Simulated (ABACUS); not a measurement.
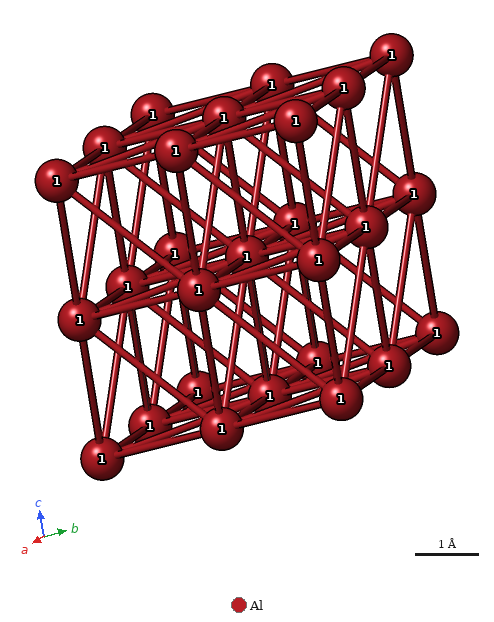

The structure as given in the input (ball-and-stick view of the reduced cell, repeated 2 × 2 × 2, seen slightly off an axis; atoms are numbered from 1 in the order of the input). An atom can appear more than once, as a periodic image. Near neighbours in the periodic cell (some may lie outside the picture): Al has 12 Al at 2.81 to 2.92 Å.

# Single-point calculation of Al

Al (P-1, 1 atom in the cell), computed with Kohn-Sham DFT of a periodic cell, PBEsol, PseudoDojo NC SR 0.4.1 PBEsol standard, no spin polarisation (ABACUS 3.10.1).

The structure derives from an entry of the Crystallography Open Database. It belongs to a series of runs on one base structure; here: cell strained at random at fixed volume.

## The input
```
INPUT_PARAMETERS
suffix              Al
calculation         scf
basis_type          pw
pseudo_dir          ./
symmetry            1
dft_functional      pbesol
ecutwfc             41
pseudo_rcut         7
nspin               1
nbands              6
ks_solver           dav
smearing_method     fd
smearing_sigma      0.00367493
scf_thr             1e-08
scf_nmax            100
mixing_type         broyden
mixing_beta         0.7
cal_force           1
cal_stress          1
out_chg             1
out_pot             2
out_elf             1
```

## File STRU
```
ATOMIC_SPECIES
Al 26.9815 Al.upf

LATTICE_CONSTANT
1.8897261246

LATTICE_VECTORS
0.0478940000 1.9691420000 2.0268530000
2.0432560000 -0.0083540000 2.0831010000
2.0405820000 2.0227150000 -0.0056790000

ATOMIC_POSITIONS
Direct

Al
0.0
1
0.0059780000 -0.0131190000 0.0211680000 1 1 1
```

## File KPT
```
K_POINTS
0
Gamma
11 11 11 0 0 0
```

Machine: 4 threads of Intel Xeon (Granite Rapids), 32 GiB of memory available, shared host.

Launched with:
```bash
OMP_NUM_THREADS=1 mpirun -np 4 abacus > log
```

## Log
```
ABACUS v3.10.1

               Atomic-orbital Based Ab-initio Computation at UStc

 ------------------------------------------------------------------------------------

 READING GENERAL INFORMATION
                           global_out_dir = OUT.Al/
                           global_in_card = INPUT
                               pseudo_dir = ./
                              orbital_dir =
                                    DSIZE = 4
                                    GSIZE = 1

 READING UNITCELL INFORMATION
                                    ntype = 1
                  lattice constant (Bohr) = 1.88973
              lattice constant (Angstrom) = 1

 READING ATOM TYPE 1
                               atom label = Al
                      L=0, number of zeta = 1
                      L=1, number of zeta = 1
                      L=2, number of zeta = 1
             number of atom for this type = 1

                        TOTAL ATOM NUMBER = 1
DIRECT COORDINATES
    atom                   x                   y                   z     mag                  vx                  vy                  vz
taud_Al1            0.0059780000        0.9868810000        0.0211680000  0.0000        0.0000000000        0.0000000000        0.0000000000

                          Volume (Bohr^3) = 112.041
                             Volume (A^3) = 16.6027

 Lattice vectors: (Cartesian coordinate: in unit of a_0)
            +0.047894            +1.96914            +2.02685
             +2.04326           -0.008354             +2.0831
             +2.04058            +2.02271           -0.005679
 Reciprocal vectors: (Cartesian coordinate: in unit of 2 pi/a_0)
            -0.253782           +0.256725           +0.249957
            +0.247605           -0.249129           +0.236185
            +0.248083            +0.24343           -0.242361
 The esolver type has been set to : ksdft_pw

                PAO radial cut off (Bohr) = 7

 Read in pseudopotential file is Al.upf
                     pseudopotential type = NC
          exchange-correlation functional = PBESOL
                 nonlocal core correction = 1
                        valence electrons = 3
                                     lmax = 2
                           number of zeta = 2
                     number of projectors = 6
                           L of projector = 0
                           L of projector = 0
                           L of projector = 1
                           L of projector = 1
                           L of projector = 2
                           L of projector = 2
     initial pseudo atomic orbital number = 4

 SETUP THE ELECTRONS NUMBER
            electron number of element Al = 3
      total electron number of element Al = 3
            AUTOSET number of electrons:  = 3
                           occupied bands = 2
                                   NBANDS = 6
                                   NLOCAL = 9

 SETUP THE PLANE WAVE BASIS
 energy cutoff for charge/potential (unit:Ry) = 164
            fft grid for charge/potential = [ 24, 24, 24 ]
                        fft grid division = [ 1, 1, 1 ]
        big fft grid for charge/potential = [ 24, 24, 24 ]
                                     nbxx = 3456
                                     nrxx = 3456

 SETUP PLANE WAVES FOR CHARGE/POTENTIAL
                    number of plane waves = 3971
                         number of sticks = 327

 PARALLEL PW FOR CHARGE/POTENTIAL
     PROC   COLUMNS(POT)             PW
        1             82            993
        2             82            993
        3             81            992
        4             82            993
 --------------- sum -------------------
        4            327           3971
                            number of |g| = 870
                                  max |g| = 14.8259
                                  min |g| = 0

----------- Double Check Mixing Parameters Begin ------------
mixing_type: broyden
mixing_beta: 0.7
mixing_gg0: 1
mixing_gg0_min: 0.1
mixing_ndim: 8
----------- Double Check Mixing Parameters End ------------

 LATTICE VECTORS: (CARTESIAN COORDINATE: IN UNIT OF A0)
            +0.047894            +1.96914            +2.02685
             +2.04326           -0.008354             +2.0831
             +2.04058            +2.02271           -0.005679
                       right hand lattice = 1
                                   NORM_A = 2.8263
                                   NORM_B = 2.91792
                                   NORM_C = 2.87322
                           ALPHA (DEGREE) = 60.4033
                           BETA  (DEGREE) = 59.927
                           GAMMA (DEGREE) = 58.5444

 The lattice vectors have been changed (STRU_SIMPLE.cif)

(for optimal symmetric configuration:)
                             BRAVAIS TYPE = 14
                     BRAVAIS LATTICE NAME = 14. Triclinic cell
                                    ibrav = 14
                                    IBRAV = 14
                                  BRAVAIS = TRICLINIC CELL
                       LATTICE CONSTANT A = 2.91346
                                B/A RATIO = 1.41289
                                C/A RATIO = 0.986188
                               COS(ALPHA) = 0.00384238
                                COS(BETA) = 0.491539
                               COS(GAMMA) = 0.727305
Original cell was already a primitive cell.
                        ROTATION MATRICES = 2
              PURE POINT GROUP OPERATIONS = 1
                   SPACE GROUP OPERATIONS = 2
                              POINT GROUP = C_1
                                       C2 = 0
                                       C3 = 0
                                       C4 = 0
                                       C6 = 0
                                       S1 = 0
                                       S3 = 0
                                       S4 = 0
                                       S6 = 0
               POINT GROUP IN SPACE GROUP = S_2

 SETUP K-POINTS
                                    nspin = 1
                   Input type of k points = Monkhorst-Pack(Gamma)
                                   nkstot = 1331
                       right hand lattice = 1
(for reciprocal lattice: )
                             BRAVAIS TYPE = 14
                     BRAVAIS LATTICE NAME = 14. Triclinic cell
                                    ibrav = 14
                       right hand lattice = 1
(for k-lattice: )
                             BRAVAIS TYPE = 14
                     BRAVAIS LATTICE NAME = 14. Triclinic cell
                                    ibrav = 14
                       right hand lattice = 1
                        ROTATION MATRICES = 2
                               nkstot_ibz = 666
K-POINTS REDUCTION ACCORDING TO SYMMETRY
     IBZ    DIRECT_X    DIRECT_Y    DIRECT_Z  WEIGHT  ibz2bz
       1  0.00000000  0.00000000  0.00000000  0.0008       0
       2  0.09090909  0.00000000  0.00000000  0.0015       1
       3  0.18181818  0.00000000  0.00000000  0.0015       2
       4  0.27272727  0.00000000  0.00000000  0.0015       3
       5  0.36363636  0.00000000  0.00000000  0.0015       4
       6  0.45454545  0.00000000  0.00000000  0.0015       5
       7  0.00000000  0.09090909  0.00000000  0.0015      11
       8  0.09090909  0.09090909  0.00000000  0.0015      12
       9  0.18181818  0.09090909  0.00000000  0.0015      13
      10  0.27272727  0.09090909  0.00000000  0.0015      14
      11  0.36363636  0.09090909  0.00000000  0.0015      15
      12  0.45454545  0.09090909  0.00000000  0.0015      16
      13  0.45454545 -0.09090909  0.00000000  0.0015      17
      14  0.36363636 -0.09090909  0.00000000  0.0015      18
      15  0.27272727 -0.09090909  0.00000000  0.0015      19
      16  0.18181818 -0.09090909  0.00000000  0.0015      20
      17 -0.09090909  0.09090909  0.00000000  0.0015      21
      18  0.00000000  0.18181818  0.00000000  0.0015      22
      19  0.09090909  0.18181818  0.00000000  0.0015      23
      20  0.18181818  0.18181818  0.00000000  0.0015      24
      21  0.27272727  0.18181818  0.00000000  0.0015      25
      22  0.36363636  0.18181818  0.00000000  0.0015      26
      23  0.45454545  0.18181818  0.00000000  0.0015      27
      24  0.45454545 -0.18181818  0.00000000  0.0015      28
      25  0.36363636 -0.18181818  0.00000000  0.0015      29
      26  0.27272727 -0.18181818  0.00000000  0.0015      30
      27 -0.18181818  0.18181818  0.00000000  0.0015      31
      28 -0.09090909  0.18181818  0.00000000  0.0015      32
      29  0.00000000  0.27272727  0.00000000  0.0015      33
      30  0.09090909  0.27272727  0.00000000  0.0015      34
[... 636 further k points ...]

                               nkstot now = 666
[... K-POINTS DIRECT COORDINATES: 666 rows ...]

           k-point number in this process = 666
       minimum distributed K point number = 666
[... stars of the k points ...]

[... K-POINTS CARTESIAN COORDINATES: 666 rows ...]

[... K-POINTS DIRECT COORDINATES: 666 rows ...]

 SETUP PLANE WAVES FOR WAVE FUNCTIONS
     energy cutoff for wavefunc (unit:Ry) = 41
              fft grid for wave functions = [ 24, 24, 24 ]
                    number of plane waves = 873
                         number of sticks = 117

 PARALLEL PW FOR WAVE FUNCTIONS
     PROC   COLUMNS(POT)             PW
        1             29            218
        2             29            218
        3             29            218
        4             30            219
 --------------- sum -------------------
        4            117            873

 SETUP NONLOCAL PSEUDOPOTENTIALS IN PLANE WAVE BASIS
 Al non-local projectors:
 projector 1 L=0
 projector 2 L=0
 projector 3 L=1
 projector 4 L=1
 projector 5 L=2
 projector 6 L=2
      TOTAL NUMBER OF NONLOCAL PROJECTORS = 18

 Init Non-Local PseudoPotential table :
 Init Non-Local-Pseudopotential done.

                                     npwx = 133

 Make real space PAO into reciprocal space.
       max mesh points in Pseudopotential = 701
     dq(describe PAO in reciprocal space) = 0.01
                                    max q = 773

 number of pseudo atomic orbitals for Al is 2
WARNING: norm of atomic wavefunction # 1 of atomic type Al is 0.99922, renormalized
WARNING: norm of atomic wavefunction # 2 of atomic type Al is 0.98516, renormalized

 -------------------------------------------
 SELF-CONSISTENT
 -------------------------------------------
                                 init_chg = atomic

 PW ALGORITHM --------------- ION=   1  ELEC=   1--------------------------------
 Notice: Threshold on eigenvalues was too large.
 hsover_error=0.03 > DRHO=0.00577966
 Origin diag ethr = 0.01
 New diag ethr = 0.000192655

 Density error is 0.00578655266299
                          Error Threshold = 0.000192655341506
----------------------------------------------------------
     Energy           Rydberg                 eV
----------------------------------------------------------
 E_KohnSham     -4.6404841309        -63.1370256586
 E_Harris       -4.6212593554        -62.8754591689
 E_Fermi        0.5787437629         7.8742128578
----------------------------------------------------------

 PW ALGORITHM --------------- ION=   1  ELEC=   2--------------------------------

 Density error is 0.000633197062957
                          Error Threshold = 0.000192885088766
----------------------------------------------------------
     Energy           Rydberg                 eV
----------------------------------------------------------
 E_KohnSham     -4.6403126346        -63.1346923316
 E_Harris       -4.6328336953        -63.0329361429
 E_Fermi        0.5772346498         7.8536803201
----------------------------------------------------------

 PW ALGORITHM --------------- ION=   1  ELEC=   3--------------------------------

 Density error is 6.25271902902e-07
                          Error Threshold = 2.11065687652e-05
----------------------------------------------------------
     Energy           Rydberg                 eV
----------------------------------------------------------
 E_KohnSham     -4.6403400900        -63.1350658815
 E_Harris       -4.6403041376        -63.1345767246
 E_Fermi        0.5766692104         7.8459871228
----------------------------------------------------------

 PW ALGORITHM --------------- ION=   1  ELEC=   4--------------------------------

 Density error is 5.115694657e-08
                          Error Threshold = 2.08423967634e-08
----------------------------------------------------------
     Energy           Rydberg                 eV
----------------------------------------------------------
 E_KohnSham     -4.6403414582        -63.1350844970
 E_Harris       -4.6402760370        -63.1341943962
 E_Fermi        0.5766753897         7.8460711963
----------------------------------------------------------

 PW ALGORITHM --------------- ION=   1  ELEC=   5--------------------------------

 Density error is 5.31067597883e-11
                          Error Threshold = 1.70523155233e-09
----------------------------------------------------------
     Energy           Rydberg                 eV
----------------------------------------------------------
 E_KohnSham     -4.6403414597        -63.1350845170
 E_KS(sigma->0) -4.6402358939        -63.1336482209
 E_Harris       -4.6403407921        -63.1350754342
 E_band         0.7488540277         10.1886817471
 E_one_elec     2.9054241193         39.5303231292
 E_Hartree      0.0074126398         0.1008541382
 E_xc           -2.1620372697        -29.4160261558
 E_Ewald        -5.3909298175        -73.3473630364
 E_entropy(-TS) -0.0002111316        -0.0028725922
 E_descf        0.0000000000         0.0000000000
 E_exx          0.0000000000         0.0000000000
 E_Fermi        0.5766708660         7.8460096485
----------------------------------------------------------

 charge density convergence is achieved
 final etot is -63.135084517 eV
 EFERMI = 7.8460096485 eV
The vacuum level is -9.5865465327 eV

 STATE ENERGY(eV) AND OCCUPATIONS    NSPIN == 1
 1/666 kpoint (Cartesian) = 0.0000 0.0000 0.0000 (126 pws)
       1       -3.28230     0.00150263
       2        19.8404        0.00000
       3        20.1066        0.00000
       4        21.1941        0.00000
       5        21.2744        0.00000
       6        21.4058        0.00000

 2/666 kpoint (Cartesian) = -0.023071 0.023339 0.022723 (128 pws)
       1       -3.04677     0.00300526
       2        18.4157        0.00000
       3        19.1071        0.00000
       4        19.3840        0.00000
       5        22.2528        0.00000
       6        22.3874        0.00000

 3/666 kpoint (Cartesian) = -0.046142 0.046677 0.045447 (126 pws)
       1       -2.34252     0.00300526
       2        14.6771    1.39330e-62
       3        18.2717        0.00000
       4        18.6215        0.00000
       5        21.8830        0.00000
       6        23.0276        0.00000

 4/666 kpoint (Cartesian) = -0.069213 0.070016 0.068170 (125 pws)
       1       -1.17656     0.00300526
       2        11.1104    1.32866e-31
       3        17.7871    1.35028e-89
       4        18.2213        0.00000
       5        21.2912        0.00000
       6        21.6178        0.00000

 5/666 kpoint (Cartesian) = -0.092284 0.093355 0.090893 (124 pws)
       1       0.439292     0.00300526
       2        7.86514     0.00121861
       3        17.6864    1.01261e-88
       4        18.2101        0.00000
       5        19.8160        0.00000
       6        20.5954        0.00000

 6/666 kpoint (Cartesian) = -0.11536 0.11669 0.11362 (125 pws)
       1        2.48076     0.00300526
       2        5.00317     0.00300526
       3        17.9622        0.00000
       4        18.5815        0.00000
       5        18.7421        0.00000
       6        19.4265        0.00000

[... levels at 660 further k points ...]

------------------------------------------------------------------------------------------
 TOTAL-FORCE (eV/Angstrom)
------------------------------------------------------------------------------------------
                       Al1         0.0000000000         0.0000000000         0.0000000000
------------------------------------------------------------------------------------------

----------------------------------------------------------------
 TOTAL-STRESS (KBAR)
----------------------------------------------------------------
        -9.8366123541        -7.3179055574       -11.6019217552
        -7.3179055574       -10.7257037777        15.2139020187
       -11.6019217552        15.2139020187       -35.4031096130
----------------------------------------------------------------
 TOTAL-PRESSURE: -18.655142 KBAR

 --------------------------------------------
 !FINAL_ETOT_IS -63.1350845170157911 eV
 --------------------------------------------
```

## Standard output
```
ABACUS v3.10.1

               Atomic-orbital Based Ab-initio Computation at UStc

 UNIFORM GRID DIM        : 24 * 24 * 24
 UNIFORM GRID DIM(BIG)   : 24 * 24 * 24
 ---------------------------------------------------------
 Self-consistent calculations for electrons
 ---------------------------------------------------------
 SPIN    KPOINTS         PROCESSORS  THREADS
 1       666             4           4
 ---------------------------------------------------------
 Use plane wave basis
 ---------------------------------------------------------
 ELEMENT NATOM       XC
 Al      1
 ---------------------------------------------------------
 Initial plane wave basis and FFT box
 ---------------------------------------------------------
 -------------------------------------------
 SELF-CONSISTENT :
 -------------------------------------------
 START CHARGE      : atomic
 ITER       ETOT/eV          EDIFF/eV         DRHO     TIME/s
 DA1     -6.31370257e+01   0.00000000e+00   5.7866e-03   3.21
 DA2     -6.31346923e+01   2.33332700e-03   6.3320e-04   0.95
 DA3     -6.31350659e+01  -3.73549910e-04   6.2527e-07   0.93
 DA4     -6.31350845e+01  -1.86154567e-05   5.1157e-08   2.01
 DA5     -6.31350845e+01  -2.00190359e-08   5.3107e-11   1.10
----------------------------------------------------------------
 TOTAL-STRESS (KBAR)
----------------------------------------------------------------
        -9.8366123541        -7.3179055574       -11.6019217552
        -7.3179055574       -10.7257037777        15.2139020187
       -11.6019217552        15.2139020187       -35.4031096130
----------------------------------------------------------------
 TOTAL-PRESSURE: -18.655142 KBAR
```

## Summary

| quantity | value |
| --- | --- |
| outcome | converged |
| space group (tolerance 0.01 Å) | P-1 (2) |
| electrons treated | 3 |
| free energy | −63.1351 eV |
| Fermi energy | 7.846 eV |
| gap on the k-point mesh | none (metallic) |
| pressure | −1.87 GPa |
| largest force (length of the vector) | under 0.001 eV/Å |
| wall time | 9.5 s (CPU time 37 s) |
| peak memory | 0.2 GiB |
